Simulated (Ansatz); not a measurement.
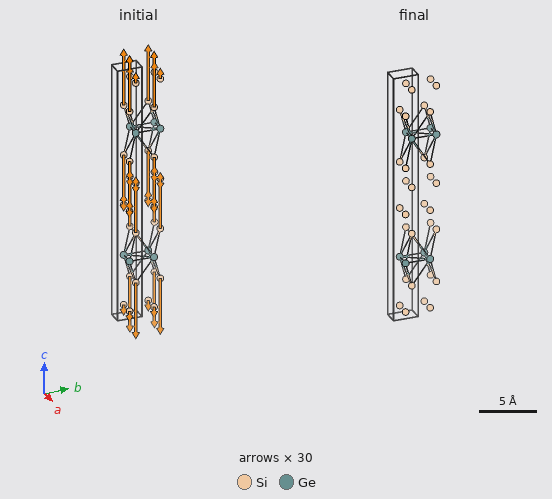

The structure of crystalline Si$_{4}$Ge (a generated structure, set up in P6_3/mmc) (coarse preliminary run) before (left) and after (right) a relaxation, at one scale. The orange arrows give the displacements (the part carried along by the change of the cell is left out), 30 times their true length.

The picture is a ball-and-stick view of the cell of the calculation, repeated 2 × 2 × 1 with one cell outlined, seen slightly off an axis.

These are results of DFT PBE, scalar-relativistic, plane waves, PAW in Ansatz, not measurements. Set-up: plane-wave cutoff 420 eV; k-point mesh 6 × 6 × 1; occupations gaussian; smearing width 0.1 eV; no spin polarisation; cell and atoms relaxed; force threshold 0.04 eV/Å; at most 70 steps.

What changed between the two?

The largest moves relative to the cell, 0.17 Å, are those of Si atoms. Ge stays in place. Cell: a = b 2.860 → 2.866 Å (+0.2 %), c 22.606 → 21.914 Å (−3.1 %). Volume −2.7 %. Near-neighbour distances that change, for instance: Ge–Si 2.799 → 2.885 Å, Ge–Ge 2.860 → 2.866 Å. The space group stays P6_3/mmc (No. 194). After 5 accepted moves (6 points after the start) the energy has fallen by 40.8 meV per atom. Largest force component: 0.58 eV/Å at the start, 0.028 eV/Å at the end. Pressure: −2.49 GPa at the start and 0.08 GPa at the end. At 1 point the geometry stayed and the basis and grid were re-selected for the new cell (energy shift of 0.1 meV per atom at most each time).
